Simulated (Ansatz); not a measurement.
# Run report: ScAlN2, geometry relaxation (part 2 of 3)

ScAlN2 (8 atoms in the cell); DFT PBEsol, scalar-relativistic, plane waves, PAW, no spin polarisation (Ansatz 0.2.0); cutoff 420 eV, 10×10×10 k-mesh, Gaussian smearing of 0.02 eV. The structure derives from a Materials Project entry.

Geometry of the input (Å; fractional positions):
```
-2.1995  2.1995  4.1986
2.1995  -2.1995  4.1986
2.1995  2.1995  -4.1986
Sc 0.7500  0.2500  0.5000
Sc 0.0000  0.0000  0.0000
Al 0.2500  0.7500  0.5000
Al 0.5000  0.5000  0.0000
N  0.4875  0.9875  0.5000
N  0.2625  0.2625  0.0000
N  0.0125  0.5125  0.5000
N  0.7375  0.7375  -0.0000
```

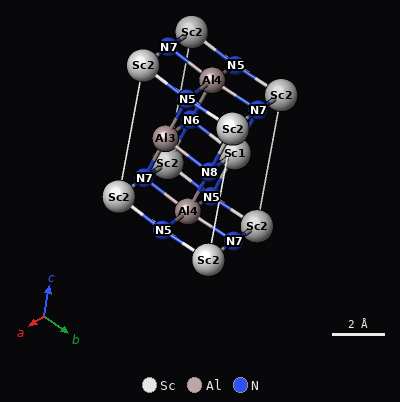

Figure 1. The geometry at step 6 of the log (ball-and-stick view of the reduced cell, seen slightly off an axis; atoms are numbered from 1 in the order of the input).

**Output, continued**
```
SCF iter   1: F=—  HF=-6798.457746 eV  |F-HF|=—  |Δ(HF+E_count)|=         —  Δρ=9.05e-4  dr2=7.06e-4  ethr=1.38e-6  ⟨swp⟩=2.1  Hψ=17589  notcnv=0
preconditioner: auto → none  [insulator: Δε(μ)=0.876 eV  Ē_g=15.845 eV  σ=0.020 eV  W_gap=1.00  n_scr=14 (ndim 8)  ℏωp=27.7 eV  f_vac=0.000  D(μ)=0.00/eV (n_scr^D=0)  ε∞_Penn≈4.1]
SCF iter   2: F=—  HF=-6798.457460 eV  |F-HF|=—  |Δ(HF+E_count)|=   2.86e-4  Δρ=1.91e-4  dr2=1.47e-5  ethr=1.38e-6  ⟨swp⟩=2.0  Hψ=4878  notcnv=0
SCF iter   3: F=—  HF=-6798.457456 eV  |F-HF|=—  |Δ(HF+E_count)|=   3.59e-6  Δρ=7.81e-5  dr2=2.69e-6  ethr=3.05e-8  ⟨swp⟩=2.0  Hψ=4863  notcnv=0
iter 4 did not close the SCF: its close was put off for the readings that it lacked (scf_convergence_deferred on its scf_iter line)
SCF iter   4: F=-6798.457456 eV  HF=-6798.457456 eV  |F-HF|=1.67e-9  |Δ(HF+E_count)|=   4.97e-7  Δρ=5.10e-6  dr2=1.07e-8  ethr=5.61e-9  ⟨swp⟩=2.0  Hψ=4896  notcnv=0
iter 5 did not close the SCF: its close was put off for the readings that it lacked (scf_convergence_deferred on its scf_iter line)
SCF iter   5: F=-6798.457456 eV  HF=-6798.457456 eV  |F-HF|=3.89e-10  |Δ(HF+E_count)|=   1.32e-9  Δρ=8.67e-7  dr2=4.81e-10  ethr=2.22e-11  ⟨swp⟩=2.0  Hψ=5406  notcnv=0
SCF iter   6: F=-6798.457456 eV  HF=-6798.457456 eV  |F-HF|=0.00e0  |Δ(HF+E_count)|=  1.21e-10  Δρ=1.58e-7  dr2=8.07e-12  ethr=1.00e-12  ⟨swp⟩=4.3  Hψ=14867  notcnv=0
SCF 3 converged in 6 iterations: F = -6798.457456 eV  dr2 = 8.07e-12
relax step   3: F+E_penalty+E_count = -6798.45745587 eV  Δ(F+E_penalty+E_count) = -3.103e-3 eV  max|allowed force component| = 5.341e-3 eV/Å  Δτ_max = 0.0004 Å  P = +0.086 GPa  Ω = 78.992 Å³  energy of the carried Pulay correction = +6.860e-3 eV  (6 SCF iters, dr2 threshold 8.00e-7 eV, accepted)
Crystal: 8 atoms, lattice volume = 78.984 Å³
iter 1 solved again at ethr=2.38e-8 eV; its pass at ethr=3.10e-3 eV (dr2=1.14e-5 eV) is discarded
SCF iter   1: F=—  HF=-6798.457683 eV  |F-HF|=—  |Δ(HF+E_count)|=         —  Δρ=1.71e-4  dr2=1.46e-5  ethr=2.38e-8  ⟨swp⟩=2.0  Hψ=17078  notcnv=0
preconditioner: auto → none  [insulator: Δε(μ)=0.866 eV  Ē_g=15.843 eV  σ=0.020 eV  W_gap=1.00  n_scr=14 (ndim 8)  ℏωp=27.7 eV  f_vac=0.000  D(μ)=0.00/eV (n_scr^D=0)  ε∞_Penn≈4.1]
SCF iter   2: F=—  HF=-6798.457610 eV  |F-HF|=—  |Δ(HF+E_count)|=   7.32e-5  Δρ=6.73e-5  dr2=2.28e-6  ethr=2.38e-8  ⟨swp⟩=2.0  Hψ=4845  notcnv=0
iter 3 did not close the SCF: its close was put off for the readings that it lacked (scf_convergence_deferred on its scf_iter line)
SCF iter   3: F=-6798.457609 eV  HF=-6798.457609 eV  |F-HF|=9.86e-10  |Δ(HF+E_count)|=   9.04e-7  Δρ=3.52e-6  dr2=5.47e-9  ethr=4.76e-9  ⟨swp⟩=2.4  Hψ=4723  notcnv=0
iter 4 did not close the SCF: its close was put off for the readings that it lacked (scf_convergence_deferred on its scf_iter line)
SCF iter   4: F=-6798.457609 eV  HF=-6798.457609 eV  |F-HF|=1.53e-10  |Δ(HF+E_count)|=  5.51e-10  Δρ=1.05e-6  dr2=4.73e-10  ethr=1.14e-11  ⟨swp⟩=2.0  Hψ=4600  notcnv=0
iter 5 did not close the SCF: its close was put off for the readings that it lacked (scf_convergence_deferred on its scf_iter line)
SCF iter   5: F=-6798.457609 eV  HF=-6798.457609 eV  |F-HF|=2.09e-11  |Δ(HF+E_count)|=  4.55e-12  Δρ=2.33e-7  dr2=2.91e-11  ethr=1.00e-12  ⟨swp⟩=2.0  Hψ=4842  notcnv=0
SCF iter   6: F=-6798.457609 eV  HF=-6798.457609 eV  |F-HF|=1.82e-12  |Δ(HF+E_count)|=  6.37e-12  Δρ=4.21e-8  dr2=6.49e-13  ethr=1.00e-12  ⟨swp⟩=4.1  Hψ=12989  notcnv=0
SCF 4 converged in 6 iterations: F = -6798.457609 eV  dr2 = 6.49e-13
relax step   4: F+E_penalty+E_count = -6798.45760892 eV  Δ(F+E_penalty+E_count) = -1.530e-4 eV  max|allowed force component| = 6.952e-3 eV/Å  Δτ_max = 0.0000 Å  P = +0.080 GPa  Ω = 78.984 Å³  energy of the carried Pulay correction = +6.885e-3 eV  (6 SCF iters, dr2 threshold 5.47e-7 eV, accepted)
Crystal: 8 atoms, lattice volume = 79.000 Å³
iter 1 solved again at ethr=2.30e-7 eV; its pass at ethr=3.10e-3 eV (dr2=1.10e-4 eV) is discarded
SCF iter   1: F=—  HF=-6798.457662 eV  |F-HF|=—  |Δ(HF+E_count)|=         —  Δρ=3.11e-4  dr2=1.13e-4  ethr=2.30e-7  ⟨swp⟩=2.1  Hψ=15714  notcnv=0
preconditioner: auto → none  [insulator: Δε(μ)=0.867 eV  Ē_g=15.842 eV  σ=0.020 eV  W_gap=1.00  n_scr=14 (ndim 8)  ℏωp=27.7 eV  f_vac=0.000  D(μ)=0.00/eV (n_scr^D=0)  ε∞_Penn≈4.1]
SCF iter   2: F=—  HF=-6798.457562 eV  |F-HF|=—  |Δ(HF+E_count)|=   1.01e-4  Δρ=1.05e-4  dr2=6.52e-6  ethr=2.30e-7  ⟨swp⟩=2.0  Hψ=4232  notcnv=0
SCF iter   3: F=—  HF=-6798.457560 eV  |F-HF|=—  |Δ(HF+E_count)|=   1.72e-6  Δρ=2.53e-5  dr2=2.16e-7  ethr=1.36e-8  ⟨swp⟩=2.3  Hψ=4389  notcnv=0
iter 4 did not close the SCF: its close was put off for the readings that it lacked (scf_convergence_deferred on its scf_iter line)
SCF iter   4: F=-6798.457560 eV  HF=-6798.457560 eV  |F-HF|=4.09e-10  |Δ(HF+E_count)|=   2.16e-9  Δρ=3.12e-6  dr2=3.02e-9  ethr=4.50e-10  ⟨swp⟩=2.4  Hψ=4839  notcnv=0
iter 5 did not close the SCF: its close was put off for the readings that it lacked (scf_convergence_deferred on its scf_iter line)
SCF iter   5: F=-6798.457560 eV  HF=-6798.457560 eV  |F-HF|=2.07e-10  |Δ(HF+E_count)|=  3.57e-10  Δρ=7.56e-7  dr2=3.11e-10  ethr=6.29e-12  ⟨swp⟩=2.0  Hψ=4885  notcnv=0
SCF iter   6: F=-6798.457560 eV  HF=-6798.457560 eV  |F-HF|=3.64e-12  |Δ(HF+E_count)|=  6.82e-11  Δρ=1.43e-7  dr2=9.07e-12  ethr=1.00e-12  ⟨swp⟩=4.1  Hψ=14460  notcnv=0
SCF 5 converged in 6 iterations: F = -6798.457560 eV  dr2 = 9.07e-12
relax step   5: F+E_penalty+E_count = -6798.45756000 eV  Δ(F+E_penalty+E_count) = +4.892e-5 eV  max|allowed force component| = 2.321e-2 eV/Å  Δτ_max = 0.0018 Å  P = +0.003 GPa  Ω = 79.000 Å³  energy of the carried Pulay correction = +6.836e-3 eV  (6 SCF iters, dr2 threshold 1.96e-7 eV, rejected (line search))
iter 1 solved again at ethr=1.63e-7 eV; its pass at ethr=3.10e-3 eV (dr2=7.82e-5 eV) is discarded
SCF iter   1: F=—  HF=-6798.457721 eV  |F-HF|=—  |Δ(HF+E_count)|=         —  Δρ=2.43e-4  dr2=7.84e-5  ethr=1.63e-7  ⟨swp⟩=2.0  Hψ=14483  notcnv=0
preconditioner: auto → none  [insulator: Δε(μ)=0.869 eV  Ē_g=15.845 eV  σ=0.020 eV  W_gap=1.00  n_scr=14 (ndim 8)  ℏωp=27.7 eV  f_vac=0.000  D(μ)=0.00/eV (n_scr^D=0)  ε∞_Penn≈4.1]
SCF iter   2: F=—  HF=-6798.457633 eV  |F-HF|=—  |Δ(HF+E_count)|=   8.84e-5  Δρ=7.58e-5  dr2=3.56e-6  ethr=1.63e-7  ⟨swp⟩=2.0  Hψ=4314  notcnv=0
SCF iter   3: F=—  HF=-6798.457629 eV  |F-HF|=—  |Δ(HF+E_count)|=   3.99e-6  Δρ=2.12e-5  dr2=1.33e-7  ethr=7.41e-9  ⟨swp⟩=2.1  Hψ=4207  notcnv=0
SCF iter   4: F=—  HF=-6798.457629 eV  |F-HF|=—  |Δ(HF+E_count)|=   1.14e-8  Δρ=2.20e-6  dr2=2.08e-9  ethr=2.78e-10  ⟨swp⟩=2.3  Hψ=4829  notcnv=0
SCF iter   5: F=—  HF=-6798.457629 eV  |F-HF|=—  |Δ(HF+E_count)|=  3.73e-11  Δρ=6.42e-7  dr2=2.12e-10  ethr=4.33e-12  ⟨swp⟩=2.0  Hψ=4837  notcnv=0
SCF iter   6: F=-6798.457629 eV  HF=-6798.457629 eV  |F-HF|=3.64e-12  |Δ(HF+E_count)|=  4.18e-11  Δρ=1.31e-7  dr2=4.90e-12  ethr=1.00e-12  ⟨swp⟩=6.2  Hψ=13336  notcnv=0
SCF 6 converged in 6 iterations: F = -6798.457629 eV  dr2 = 4.90e-12
relax step   6: F+E_penalty+E_count = -6798.45762874 eV  Δ(F+E_penalty+E_count) = -1.982e-5 eV  max|allowed force component| = 3.763e-3 eV/Å  Δτ_max = 0.0002 Å  P = +0.043 GPa  Ω = 78.992 Å³  energy of the carried Pulay correction = +6.862e-3 eV  (6 SCF iters, accepted)
Crystal: 8 atoms, lattice volume = 79.001 Å³
iter 1 solved again at ethr=1.48e-8 eV; its pass at ethr=3.10e-3 eV (dr2=7.11e-6 eV) is discarded
SCF iter   1: F=—  HF=-6798.457691 eV  |F-HF|=—  |Δ(HF+E_count)|=         —  Δρ=1.13e-4  dr2=8.13e-6  ethr=1.48e-8  ⟨swp⟩=2.0  Hψ=17066  notcnv=0
preconditioner: auto → none  [insulator: Δε(μ)=0.865 eV  Ē_g=15.842 eV  σ=0.020 eV  W_gap=1.00  n_scr=14 (ndim 8)  ℏωp=27.7 eV  f_vac=0.000  D(μ)=0.00/eV (n_scr^D=0)  ε∞_Penn≈4.1]
SCF iter   2: F=—  HF=-6798.457620 eV  |F-HF|=—  |Δ(HF+E_count)|=   7.07e-5  Δρ=4.32e-5  dr2=9.78e-7  ethr=1.48e-8  ⟨swp⟩=2.7  Hψ=4957  notcnv=0
iter 3 did not close the SCF: its close was put off for the readings that it lacked (scf_convergence_deferred on its scf_iter line)
SCF iter   3: F=-6798.457620 eV  HF=-6798.457620 eV  |F-HF|=1.84e-8  |Δ(HF+E_count)|=   3.62e-7  Δρ=6.76e-6  dr2=2.89e-8  ethr=2.04e-9  ⟨swp⟩=2.2  Hψ=4651  notcnv=0
iter 4 did not close the SCF: its close was put off for the readings that it lacked (scf_convergence_deferred on its scf_iter line)
SCF iter   4: F=-6798.457620 eV  HF=-6798.457620 eV  |F-HF|=1.13e-10  |Δ(HF+E_count)|=   6.63e-9  Δρ=1.49e-6  dr2=7.19e-10  ethr=6.01e-11  ⟨swp⟩=2.0  Hψ=4877  notcnv=0
iter 5 did not close the SCF: its close was put off for the readings that it lacked (scf_convergence_deferred on its scf_iter line)
SCF iter   5: F=-6798.457620 eV  HF=-6798.457620 eV  |F-HF|=5.46e-12  |Δ(HF+E_count)|=  3.82e-11  Δρ=3.35e-7  dr2=3.26e-11  ethr=1.50e-12  ⟨swp⟩=2.0  Hψ=4492  notcnv=0
SCF iter   6: F=-6798.457620 eV  HF=-6798.457620 eV  |F-HF|=9.09e-13  |Δ(HF+E_count)|=  9.09e-12  Δρ=2.73e-8  dr2=2.00e-13  ethr=1.00e-12  ⟨swp⟩=4.0  Hψ=12388  notcnv=0
SCF 7 converged in 6 iterations: F = -6798.457620 eV  dr2 = 2.00e-13
relax step   7: F+E_penalty+E_count = -6798.45761992 eV  Δ(F+E_penalty+E_count) = +8.819e-6 eV  max|allowed force component| = 2.425e-5 eV/Å  Δτ_max = 0.0003 Å  P = +0.000 GPa  Ω = 79.001 Å³  energy of the carried Pulay correction = +6.835e-3 eV  (6 SCF iters, accepted)
Initial wavefunctions: pseudopotential atomic-orbital guess (no wavefunctions were taken with the density)
iter 1 solved again at ethr=8.59e-9 eV; its pass at ethr=3.10e-3 eV (dr2=4.12e-6 eV) is discarded
SCF iter   1: F=—  HF=-6798.451793 eV  |F-HF|=—  |Δ(HF+E_count)|=         —  Δρ=1.49e-4  dr2=2.66e-6  ethr=8.59e-9  ⟨swp⟩=3.2  Hψ=23582  notcnv=0
SCF iter   2: F=—  HF=-6798.451727 eV  |F-HF|=—  |Δ(HF+E_count)|=   6.60e-5  Δρ=6.97e-5  dr2=4.74e-7  ethr=5.55e-9  ⟨swp⟩=2.0  Hψ=4882  notcnv=0
SCF iter   3: F=—  HF=-6798.451728 eV  |F-HF|=—  |Δ(HF+E_count)|=   9.85e-7  Δρ=1.57e-5  dr2=4.44e-8  ethr=9.88e-10  ⟨swp⟩=2.5  Hψ=5098  notcnv=0
SCF iter   4: F=—  HF=-6798.451728 eV  |F-HF|=—  |Δ(HF+E_count)|=   4.04e-8  Δρ=1.49e-6  dr2=4.36e-10  ethr=9.25e-11  ⟨swp⟩=2.0  Hψ=4896  notcnv=0
iter 5 did not close the SCF: its close was put off for the readings that it lacked (scf_convergence_deferred on its scf_iter line)
SCF iter   5: F=-6798.451728 eV  HF=-6798.451728 eV  |F-HF|=1.09e-11  |Δ(HF+E_count)|=  4.42e-10  Δρ=2.91e-7  dr2=2.09e-11  ethr=1.00e-12  ⟨swp⟩=2.1  Hψ=4967  notcnv=0
SCF iter   6: F=-6798.451728 eV  HF=-6798.451728 eV  |F-HF|=1.82e-12  |Δ(HF+E_count)|=  1.46e-11  Δρ=1.93e-8  dr2=2.22e-13  ethr=1.00e-12  ⟨swp⟩=3.9  Hψ=12008  notcnv=0
SCF 8 converged in 6 iterations: F = -6798.451728 eV  dr2 = 2.22e-13
relax step   8: F+E_penalty+E_count = -6798.45172764 eV  Δ(F+E_penalty+E_count) = +5.892e-3 eV  max|allowed force component| = 1.865e-4 eV/Å  Δτ_max = 0.0000 Å  P = -0.123 GPa  Ω = 79.001 Å³  stress off target by 1.33e-1 GPa  SCF on the basis re-selected at this cell (its energy is not comparable with the rows above)  (6 SCF iters)
basis re-selected at this cell: Δ(F+E_penalty+E_count) = +5.892e-3 eV, ΔP = -0.123 GPa vs the last step (what re-selecting the basis moved, of the pressure what is left beyond the Pulay correction that the steps carried, after the strain that the cell walked since its last selection, with what the two solves' SCF thresholds leave and, on support functions, any second-order correction that the steps lacked; it is no measure of the basis error at this ecutwfc). This SCF's stress stands 1.33e-1 GPa from its target on what of the cell is left free (relax.cell.stress_tol is 5.00e-2 GPa) and its largest allowed force component is 1.86e-4 eV/Å (relax.f_tol is 5.00e-3 eV/Å): not within both, so this SCF does not close the relaxation
Crystal: 8 atoms, lattice volume = 78.957 Å³
iter 1 solved again at ethr=1.50e-8 eV; its pass at ethr=3.10e-3 eV (dr2=7.19e-6 eV) is discarded
SCF iter   1: F=—  HF=-6798.451949 eV  |F-HF|=—  |Δ(HF+E_count)|=         —  Δρ=9.46e-5  dr2=7.59e-6  ethr=1.50e-8  ⟨swp⟩=2.1  Hψ=16865  notcnv=0
preconditioner: auto → none  [insulator: Δε(μ)=0.865 eV  Ē_g=15.846 eV  σ=0.020 eV  W_gap=1.00  n_scr=14 (ndim 8)  ℏωp=27.7 eV  f_vac=0.000  D(μ)=0.00/eV (n_scr^D=0)  ε∞_Penn≈4.1]
SCF iter   2: F=—  HF=-6798.451879 eV  |F-HF|=—  |Δ(HF+E_count)|=   7.05e-5  Δρ=1.93e-5  dr2=1.50e-7  ethr=1.50e-8  ⟨swp⟩=2.0  Hψ=4871  notcnv=0
iter 3 did not close the SCF: its close was put off for the readings that it lacked (scf_convergence_deferred on its scf_iter line)
SCF iter   3: F=-6798.451879 eV  HF=-6798.451879 eV  |F-HF|=7.45e-9  |Δ(HF+E_count)|=   3.85e-8  Δρ=7.92e-6  dr2=2.78e-8  ethr=3.12e-10  ⟨swp⟩=1.7  Hψ=4405  notcnv=0
iter 4 did not close the SCF: its close was put off for the readings that it lacked (scf_convergence_deferred on its scf_iter line)
SCF iter   4: F=-6798.451879 eV  HF=-6798.451879 eV  |F-HF|=3.82e-11  |Δ(HF+E_count)|=   5.71e-9  Δρ=5.01e-7  dr2=1.23e-10  ethr=5.79e-11  ⟨swp⟩=2.0  Hψ=4896  notcnv=0
iter 5 did not close the SCF: its close was put off for the readings that it lacked (scf_convergence_deferred on its scf_iter line)
SCF iter   5: F=-6798.451879 eV  HF=-6798.451879 eV  |F-HF|=9.09e-12  |Δ(HF+E_count)|=  7.28e-12  Δρ=1.01e-7  dr2=9.48e-12  ethr=1.00e-12  ⟨swp⟩=2.1  Hψ=4001  notcnv=0
SCF iter   6: F=-6798.451879 eV  HF=-6798.451879 eV  |F-HF|=1.82e-12  |Δ(HF+E_count)|=  3.64e-12  Δρ=1.65e-8  dr2=7.58e-14  ethr=1.00e-12  ⟨swp⟩=3.9  Hψ=12170  notcnv=0
SCF 9 converged in 6 iterations: F = -6798.451879 eV  dr2 = 7.58e-14
relax step   9: F+E_penalty+E_count = -6798.45187883 eV  Δ(F+E_penalty+E_count) = -1.512e-4 eV  max|allowed force component| = 2.253e-5 eV/Å  Δτ_max = 0.0000 Å  P = -0.001 GPa  Ω = 78.957 Å³  energy of the carried Pulay correction = +1.334e-4 eV  (6 SCF iters, accepted)
iter 1 solved again at ethr=5.70e-9 eV; its pass at ethr=3.10e-3 eV (dr2=2.74e-6 eV) is discarded
```
